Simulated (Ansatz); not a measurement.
## Zn₁₅S₁₆ (charge −2): geometry relaxation (part 1 of 3)

Zn₁₅S₁₆ (defect cell, 31 atoms in the cell, total charge −2), computed with DFT r2SCAN, scalar-relativistic, plane waves, PAW, spin-polarised (Ansatz 0.2.0).

The structure derives from a Materials Project entry. It belongs to a series of runs on one base structure; here: Zn vacancy (site a), charge -2, atoms relaxed at the host's cell, started again with a moment of 2 μB.

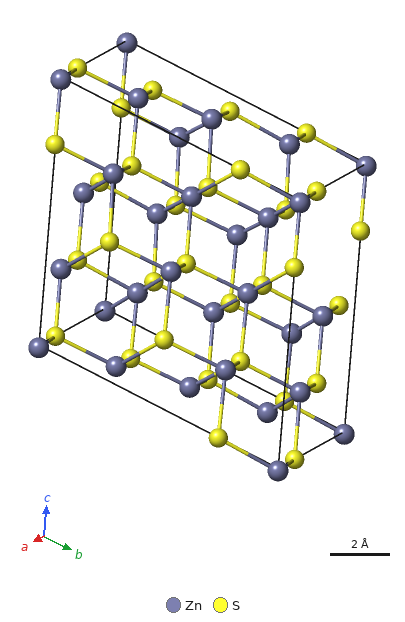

*The input geometry (ball-and-stick view of the cell of the calculation, seen slightly off an axis).*

Near neighbours in the crystal (not all of them lie inside the picture): Zn has 4 S at 2.27 to 2.36 Å; S has 3 Zn at 2.27 Å; S has 4 Zn at 2.33 to 2.36 Å.

**Summary**

| quantity | value |
| --- | --- |
| outcome | converged |
| electrons treated | 278 |
| free energy | −64394.4821 eV |
| Fermi energy | 7.164 eV |
| gap on the k-point mesh | 3.90 eV |
| net moment of the cell | 0.00 μB |
| integrated absolute moment | 0.00 μB |
| final volume | 625.81 Å³ |
| largest force (length of the vector) at the end | 0.006 eV/Å |
| hardware | 8 threads of Intel Xeon @ 2.10GHz (Emerald Rapids), 189 GiB of memory available, shared host |
| wall time | 2.8 min (CPU time 19 min) |
| peak memory | 5.4 GiB |

The electronic state found may not be the lowest one. The program warns: some starting moments were not kept.

**Input**
```yaml
crystal:
  lattice:
    - [-5.3884039933, -5.3884039933, 5.3884039933]
    - [5.3884039933, -5.3884039933, -5.3884039933]
    - [5.3884039933, 5.3884039933, 5.3884039933]
  atoms:
    - { symbol: Zn, position: [-0.0014523707, -0.0004943919, -0.0100976468] }
    - { symbol: Zn, position: [0.4909227061, 0.748029562, 0.7490684035] }
    - { symbol: Zn, position: [0.250032244, 0.7480611695, -0.0100780118] }
    - { symbol: Zn, position: [0.009095995, 0.7586222287, 0.2566203442] }
    - { symbol: Zn, position: [0.7500246347, -0.0004818685, 0.2490076731] }
    - { symbol: Zn, position: [0.49086038, -0.0004973121, 0.4975342161] }
    - { symbol: Zn, position: [-0.0015451049, 0.240401183, 0.7490442634] }
    - { symbol: Zn, position: [0.7499831702, 0.4995004031, 0.7489944939] }
    - { symbol: Zn, position: [0.501477058, 0.491880269, 0.0005668168] }
    - { symbol: Zn, position: [0.25000231, 0.4995267455, 0.2490167325] }
    - { symbol: Zn, position: [0.0091277258, 0.5071891442, 0.5081768077] }
    - { symbol: Zn, position: [0.7576216919, 0.7586780838, 0.508153854] }
    - { symbol: Zn, position: [0.7423855352, 0.2510396119, 0.0005701733] }
    - { symbol: Zn, position: [0.5015161203, 0.2509860729, 0.2414234611] }
    - { symbol: Zn, position: [0.249957571, 0.2404528488, 0.4975305507] }
    - { symbol: S, position: [0.2500405206, 0.7553676476, 0.7490382338], spin: 0.5 }
    - { symbol: S, position: [0.0001826181, 0.749694959, -0.0014529709] }
    - { symbol: S, position: [0.4998101525, 0.4988663357, 0.7490519318] }
    - { symbol: S, position: [0.2499926856, 0.4988768593, -0.0011663726] }
    - { symbol: S, position: [0.0004618024, 0.5001859504, 0.2496915285] }
    - { symbol: S, position: [0.7506509553, 0.7499864691, 0.2496856782] }
    - { symbol: S, position: [0.4995472388, 0.7497228514, 0.4992356285] }
    - { symbol: S, position: [0.0058475418, -0.0004544877, 0.7490279028], spin: 0.5 }
    - { symbol: S, position: [0.7493091909, 0.2493204313, 0.7490397898] }
    - { symbol: S, position: [0.4941610417, 0.2436808284, -0.0067896364], spin: 0.5 }
    - { symbol: S, position: [0.2500082521, 0.249349355, 0.2483744738] }
    - { symbol: S, position: [0.0001711705, 0.2490869801, 0.4992324076] }
    - { symbol: S, position: [0.7506503102, 0.5001845199, 0.4994817497] }
    - { symbol: S, position: [0.7493899938, -0.000466947, -0.0011600121] }
    - { symbol: S, position: [0.4998440363, -0.0004779753, 0.2483986854] }
    - { symbol: S, position: [0.2499790801, -0.0004347076, 0.5048035884], spin: 0.5 }
  host:
    lattice:
      - [0.0, 2.6942019967, 2.6942019967]
      - [2.6942019967, 0.0, 2.6942019967]
      - [2.6942019967, 2.6942019967, 0.0]
    atoms:
      - { symbol: Zn, position: [0.0, 0.0, 0.0] }
      - { symbol: S, position: [0.75, 0.75, 0.75] }
total_charge: -2
basis:
  ecutwfc: 500
  xc_grid: 3
kpoints:
  mp_grid: { grid: [2, 2, 2], shift: [0.5, 0.5, 0.5] }
hamiltonian:
  xc: r2scan
scf:
  occupations: { method: gaussian, width: 0.01 }
output:
  forces: true
  stress: false
  eigenvalues: true
  populations: true
  charged_corrections:
    defect_position: [0.25, 0.0, 0.75]
    epsilon: [[8.5167, 0.0, 0.0], [0.0, 8.5167, 0.0], [0.0, 0.0, 8.5167]]
  write_density: true
  write_potential: true
  elf: true
  volumetric_format: npy
magnetization:
  spin_polarized: true
relax:
  adjacent_minimum: "off"
  f_tol: 0.025
  max_steps: 45
```

Launch command:
```bash
ansatz run input.yaml --threads 8 --pin off --max-ram 20480MiB --backend cpu --events-out ev --progress --plain --runs-dir out
```

**Log**
```
Engine: ansatz 0.2.0, x86_64-unknown-linux-gnu
Pseudopotentials: kind: paw
Pseudopotential: Zn, paw, valence charge 12, recommended cutoff 500 eV (meta_gga), Zn.paw.azcp
Pseudopotential: S, paw, valence charge 6, recommended cutoff 500 eV (meta_gga), S.paw.azcp
Functional definition: r2SCAN
  parameter k0 = 0.174
  parameter k1 = 0.065
  parameter a1 = 4.9479
  exchange = r2scan_x(k0 = k0, k1 = k1, a1 = a1)
  correlation = r2scan_c
Crystal: 31 atoms, lattice volume = 625.807 Å³
Basis set: ecut = 500 eV, 15947 PW (Γ), exchange–correlation on 216×216×216 points (27 copies of the dense FFT grid, shifted against one another)
Bands: 171, of which v1, the nominal top of the filled ones, is band 139 counted from 1 (138 counted from 0)
Symmetry: 1 space group operations
Space group: P1 (ITA 1), of the structure as read, at distance tolerance 8.6e-5 Å
Magnetic group: BNS 1.1 (UNI 1), of the structure as read, at distance tolerance 8.6e-5 Å
k-points: 4 of 8 (time reversal used)
Non-local potential: Zn, projectors of the file, l = 0: 2, l = 1: 2, l = 2: 3, l = 3: 1
Non-local potential: S, projectors of the file, l = 0: 2, l = 1: 2, l = 2: 2
PAW form: soft (Blöchl's): semilocal exchange-correlation on the pseudo side does not see the compensation charge
PAW frozen core: Zn, regenerated for the run's functional (the file was generated under x = pbe(κ = 0.804, μ = 0.2195149727645171), c = pbe(β = 0.06672455060314922))
PAW frozen core: S, regenerated for the run's functional (the file was generated under x = pbe(κ = 0.804, μ = 0.2195149727645171), c = pbe(β = 0.06672455060314922))
PAW one-centre angular grid: Zn, 590 points (default); XC on 261 of its mesh's 2673 points in the sphere
PAW one-centre angular grid: S, 302 points (default); XC on 160 Gauss nodes
Initial density: superposition of atomic densities (chi_scale 0.1, normalization cell, long waves kept (reshape's long-wave potential 0.12 eV rms))
Starting moments: Σ|m| = 2 μB on 4 of 31 sites
Initial wavefunctions: pseudopotential atomic-orbital guess
Functional: x = r2scan, c = r2scan; τ floored in thin density (d = 2e-4 eV/Å³)
iter 1 solved again at ethr=1.76e-3 eV; its pass at ethr=3.10e-3 eV (dr2=4.90e0 eV) is discarded
SCF iter   1: F=—  HF=-64393.540428 eV  |F-HF|=—  |Δ(HF+E_count)|=         —  Δρ=1.74e-2 (↑1.52e-2 ↓1.74e-2)  dr2=4.91e0  dr2_τ=6.50e-2  dr2_m=1.46e-1  M=0.000 μB ∫|m|=0.478 μB  β_m=0.30  ethr=1.76e-3  ⟨swp⟩=4.9  Hψ=7128  notcnv=0
preconditioner: auto → Resta (q_TF=auto, 2.383 Å⁻¹)  ε∞=5.8  [insulator: Δε(μ)=3.907 eV  Ē_g=11.301 eV  σ=0.010 eV  W_gap=1.00  n_scr=140 (ndim 8)  ℏωp=24.7 eV  f_vac=0.002  D(μ)=0.00/eV (n_scr^D=0)  ε∞_Penn≈5.8]
spin=Collinear: Resta preconditioning applied to the charge; magnetization (m = ρ↑ − ρ↓) channel mixes plain (no charge-response kernel on spin).
SCF iter   2: F=—  HF=-64394.163299 eV  |F-HF|=—  |Δ(HF+E_count)|=   6.23e-1  Δρ=1.30e-2 (↑1.16e-2 ↓1.30e-2)  dr2=2.76e0  dr2_τ=4.77e-3  dr2_m=8.04e-2  M=0.000 μB ∫|m|=0.359 μB  β_m=0.30  ethr=1.76e-3  ⟨swp⟩=2.0  Hψ=1620  notcnv=0  defer=56  κ⁻¹=1.0e0(r=1)
SCF iter   3: F=—  HF=-64394.388152 eV  |F-HF|=—  |Δ(HF+E_count)|=   2.25e-1  Δρ=4.14e-3 (↑4.14e-3 ↓3.16e-3)  dr2=1.21e-1  dr2_τ=5.26e-3  dr2_m=4.24e-2  M=0.000 μB ∫|m|=0.298 μB  β_m=0.30  ethr=9.94e-4  ⟨swp⟩=5.0  Hψ=2697  notcnv=0  defer=62  κ⁻¹=3.0e-3(r=2)
SCF iter   4: F=—  HF=-64394.437716 eV  |F-HF|=—  |Δ(HF+E_count)|=   4.96e-2  Δρ=2.68e-3 (↑2.68e-3 ↓2.17e-3)  dr2=4.19e-2  dr2_τ=2.84e-4  dr2_m=2.34e-2  M=0.000 μB ∫|m|=0.238 μB  β_m=0.30  ethr=4.36e-5  ⟨swp⟩=3.4  Hψ=2756  notcnv=0  defer=194  κ⁻¹=7.7e-4(r=3)
SCF iter   5: F=—  HF=-64394.459472 eV  |F-HF|=—  |Δ(HF+E_count)|=   2.18e-2  Δρ=1.63e-3 (↑1.63e-3 ↓1.61e-3)  dr2=5.17e-3  dr2_τ=1.16e-4  dr2_m=1.30e-2  M=0.000 μB ∫|m|=0.192 μB  β_m=0.30  ethr=1.51e-5  ⟨swp⟩=2.5  Hψ=2300  notcnv=0  defer=194  κ⁻¹=3.4e-4(r=4)
SCF iter   6: F=—  HF=-64394.469259 eV  |F-HF|=—  |Δ(HF+E_count)|=   9.79e-3  Δρ=1.21e-3 (↑1.16e-3 ↓1.21e-3)  dr2=2.55e-3  dr2_τ=5.43e-5  dr2_m=7.34e-3  M=0.000 μB ∫|m|=0.155 μB  β_m=0.30  ethr=1.86e-6  ⟨swp⟩=2.0  Hψ=1818  notcnv=0  defer=194  κ⁻¹=7.2e-5(r=5)
SCF iter   7: F=—  HF=-64394.475256 eV  |F-HF|=—  |Δ(HF+E_count)|=   6.00e-3  Δρ=8.79e-4 (↑8.79e-4 ↓8.42e-4)  dr2=1.85e-4  dr2_τ=2.98e-5  dr2_m=4.18e-3  M=0.000 μB ∫|m|=0.126 μB  β_m=0.30  ethr=9.18e-7  ⟨swp⟩=2.0  Hψ=2252  notcnv=0  defer=194
Mixer restart at iter 7: flushing history
spin-set hold released at iteration 7 (site moments contracting): the magnetisation degrees of freedom join the quasi-Newton model from the next iteration; the mixer history was flushed
SCF iter   8: F=—  HF=-64394.478059 eV  |F-HF|=—  |Δ(HF+E_count)|=   2.80e-3  Δρ=6.65e-4 (↑6.65e-4 ↓6.43e-4)  dr2=1.02e-4  dr2_τ=1.76e-5  dr2_m=2.41e-3  M=0.000 μB ∫|m|=0.102 μB  β_m=0.30  ethr=6.67e-8  ⟨swp⟩=2.0  Hψ=2244  notcnv=0  defer=194  κ⁻¹=1.0e0(r=1)
SCF iter   9: F=—  HF=-64394.481911 eV  |F-HF|=—  |Δ(HF+E_count)|=   3.85e-3  Δρ=8.10e-5 (↑6.94e-5 ↓8.10e-5)  dr2=9.33e-6  dr2_τ=4.17e-7  dr2_m=3.13e-5  M=0.000 μB ∫|m|=0.026 μB  β_m=0.30  ethr=3.66e-8  ⟨swp⟩=3.0  Hψ=3373  notcnv=0  defer=194  κ⁻¹=7.2e-4(r=2)
SCF iter  10: F=—  HF=-64394.482012 eV  |F-HF|=—  |Δ(HF+E_count)|=   1.01e-4  Δρ=5.08e-5 (↑4.57e-5 ↓5.08e-5)  dr2=2.62e-6  dr2_τ=1.57e-7  dr2_m=1.29e-5  M=0.000 μB ∫|m|=0.016 μB  β_m=0.30  ethr=3.36e-9  ⟨swp⟩=23.5  Hψ=15535  notcnv=0  κ⁻¹=5.1e-4(r=3)
SCF iter  11: F=—  HF=-64394.482078 eV  |F-HF|=—  |Δ(HF+E_count)|=   6.62e-5  Δρ=1.61e-5 (↑1.39e-5 ↓1.61e-5)  dr2=7.56e-7  dr2_τ=6.48e-9  dr2_m=1.15e-6  M=0.000 μB ∫|m|=0.004 μB  β_m=0.30  ethr=9.41e-10  ⟨swp⟩=12.1  Hψ=13657  notcnv=0  κ⁻¹=5.2e-5(r=4)
SCF iter  12: F=—  HF=-64394.482081 eV  |F-HF|=—  |Δ(HF+E_count)|=   3.18e-6  Δρ=3.86e-6 (↑3.49e-6 ↓3.86e-6)  dr2=3.99e-8  dr2_τ=5.14e-10  dr2_m=7.09e-8  M=0.000 μB ∫|m|=0.001 μB  β_m=0.30  ethr=2.72e-10  ⟨swp⟩=9.6  Hψ=11742  notcnv=0  κ⁻¹=4.8e-6(r=5)
SCF iter  13: F=-64394.482081 eV  HF=-64394.482081 eV  |F-HF|=6.30e-8  |Δ(HF+E_count)|=   8.10e-8  Δρ=2.23e-6 (↑2.23e-6 ↓1.98e-6)  dr2=2.24e-8  dr2_τ=2.63e-10  dr2_m=2.17e-8  M=0.000 μB ∫|m|=0.000 μB  ethr=1.43e-11  ⟨swp⟩=8.0  Hψ=8458  notcnv=0
WARN: the starting moments were not kept: the SCF closed with an absolute magnetisation of 3.2e-4 μB, where they sum to 2 μB in size (4 sites). That is at most 0.1 of that sum. Measured as dr2_m measures the in/out step, that magnetisation stands 3.1e-9 eV from none, at or under the dr2_threshold of 1.6e-5 eV: it is no larger than a step whose dr2_m would equal this threshold. The system may hold no moment; this SCF shows only that its start led to no more than that. To try another start: raise the starting moments (crystal.atoms[].spin, magnetization.per_species, magnetization.initial_magnetization, or on a non-collinear deck that types none of these the spinor_matrix: blocks that start its atoms; where the total moment is fixed, keep their sum and leave initial_magnetization as it is; typed ones take the place of any that the run laid by itself, positive ones on a crystal's lanthanoids without a Hubbard term where scf.initial_density.shell_occupations: [] is typed) or, if the notice of its spin-set hold's release reads "site moments contracting" or "site moments show no strong build", lengthen the hold (scf.mixing.spin_hold: { on: { confirm: 4 } }; for m-r²SCAN on two components see the key's manual first). Each may lead to a state that holds a moment. A second SCF, from the converged charge density, with the starting moments and any scf.initial_density.shell_occupations laid on it anew, would have followed, and was not run: the deck does not ask for one (magnetization.retry_lost_moments is false, the default). To let it run, set magnetization.retry_lost_moments: true and run the deck again, where that key's refused combinations let it; where memory then withholds it, that run's warning says so.
SCF 1 converged in 13 iterations: F = -64394.482081 eV  dr2 = 2.24e-8
  greatest PAW one-centre occupation: 0.984 electrons in one spin orbital (limit 2), on the Zn atom at site 5 (counted from 0), in its partial waves of l = 2
relax step   1: F+E_penalty+E_count = -64394.48208098 eV  Δ(F+E_penalty+E_count) = +0.000e0 eV  max|allowed force component| = 4.703e-3 eV/Å  Δτ_max = 0.0000 Å  (13 SCF iters, dr2 threshold 1.56e-5 eV, accepted)
Initial density: handed on by an earlier stage of this run
Starting moments: Σ|m| = 2 μB on 4 of 31 sites; this step starts from the density that it was given
Initial wavefunctions: those handed on with the density
iter 1 solved again at ethr=8.15e-12 eV; its pass at ethr=3.10e-3 eV (dr2=2.27e-8 eV) is discarded
SCF iter   1: F=—  HF=-64394.482081 eV  |F-HF|=—  |Δ(HF+E_count)|=         —  Δρ=2.23e-6 (↑2.23e-6 ↓1.98e-6)  dr2=2.24e-8  dr2_τ=2.63e-10  dr2_m=2.17e-8  M=0.000 μB ∫|m|=0.000 μB  β_m=0.30  ethr=8.15e-12  ⟨swp⟩=1.0  Hψ=3216  notcnv=0
preconditioner: auto → Resta (q_TF=auto, 2.383 Å⁻¹)  ε∞=5.8  [insulator: Δε(μ)=3.900 eV  Ē_g=11.319 eV  σ=0.010 eV  W_gap=1.00  n_scr=140 (ndim 8)  ℏωp=24.7 eV  f_vac=0.020  D(μ)=0.00/eV (n_scr^D=0)  ε∞_Penn≈5.8]
spin=Collinear: Resta preconditioning applied to the charge; magnetization (m = ρ↑ − ρ↓) channel mixes plain (no charge-response kernel on spin).
SCF iter   2: F=—  HF=-64394.482081 eV  |F-HF|=—  |Δ(HF+E_count)|=   3.59e-8  Δρ=1.69e-6 (↑1.69e-6 ↓1.49e-6)  dr2=1.35e-8  dr2_τ=1.54e-10  dr2_m=1.22e-8  M=0.000 μB ∫|m|=0.000 μB  β_m=0.30  ethr=8.06e-12  ⟨swp⟩=5.0  Hψ=7238  notcnv=0  κ⁻¹=1.0e0(r=1)
SCF iter   3: F=—  HF=-64394.482081 eV  |F-HF|=—  |Δ(HF+E_count)|=   4.89e-8  Δρ=5.30e-7 (↑3.59e-7 ↓5.30e-7)  dr2=2.38e-9  dr2_τ=1.39e-11  dr2_m=7.54e-10  M=0.000 μB ∫|m|=0.000 μB  β_m=0.30  ethr=4.84e-12  ⟨swp⟩=7.0  Hψ=7956  notcnv=0  κ⁻¹=2.9e-3(r=2)
SCF iter   4: F=-64394.482081 eV  HF=-64394.482081 eV  |F-HF|=3.13e-10  |Δ(HF+E_count)|=   1.69e-9  Δρ=1.56e-7 (↑1.56e-7 ↓1.54e-7)  dr2=2.47e-10  dr2_τ=8.86e-13  dr2_m=1.04e-10  M=0.000 μB ∫|m|=0.000 μB  ethr=1.00e-12  ⟨swp⟩=6.0  Hψ=6909  notcnv=0
the starting moments were not kept: the SCF closed with an absolute magnetisation of 9.6e-6 μB, where they sum to 2 μB in size (4 sites). That is at most 0.1 of that sum. Measured as dr2_m measures the in/out step, that magnetisation stands 1.9e-12 eV from none, at or under the dr2_threshold of 1.0e-7 eV: it is no larger than a step whose dr2_m would equal this threshold.
SCF 2 converged in 4 iterations: F = -64394.482081 eV  dr2 = 2.47e-10
relax step   2: F+E_penalty+E_count = -64394.48208101 eV  Δ(F+E_penalty+E_count) = -2.390e-8 eV  max|allowed force component| = 4.714e-3 eV/Å  Δτ_max = 0.0000 Å  (4 SCF iters, accepted)
iter 1 solved again at ethr=1.00e-12 eV; its pass at ethr=3.10e-3 eV (dr2=2.35e-10 eV) is discarded
SCF iter   1: F=—  HF=-64394.482081 eV  |F-HF|=—  |Δ(HF+E_count)|=         —  Δρ=1.56e-7 (↑1.56e-7 ↓1.54e-7)  dr2=2.47e-10  dr2_τ=8.87e-13  dr2_m=1.04e-10  M=0.000 μB ∫|m|=0.000 μB  β_m=0.30  ethr=1.00e-12  ⟨swp⟩=2.8  Hψ=5205  notcnv=0
spin=Collinear: Resta preconditioning applied to the charge; magnetization (m = ρ↑ − ρ↓) channel mixes plain (no charge-response kernel on spin).
SCF iter   2: F=-64394.482081 eV  HF=-64394.482081 eV  |F-HF|=1.46e-10  |Δ(HF+E_count)|=  1.75e-10  Δρ=1.19e-7 (↑1.19e-7 ↓1.12e-7)  dr2=1.70e-10  dr2_τ=3.81e-13  dr2_m=5.23e-11  M=0.000 μB ∫|m|=0.000 μB  ethr=1.00e-12  ⟨swp⟩=5.0  Hψ=5625  notcnv=0
the starting moments were not kept: the SCF closed with an absolute magnetisation of 7.6e-6 μB, where they sum to 2 μB in size (4 sites). That is at most 0.1 of that sum. Measured as dr2_m measures the in/out step, that magnetisation stands 1.2e-12 eV from none, at or under the dr2_threshold of 1.0e-7 eV: it is no larger than a step whose dr2_m would equal this threshold.
SCF 3 converged in 2 iterations: F = -64394.482081 eV  dr2 = 1.70e-10
```
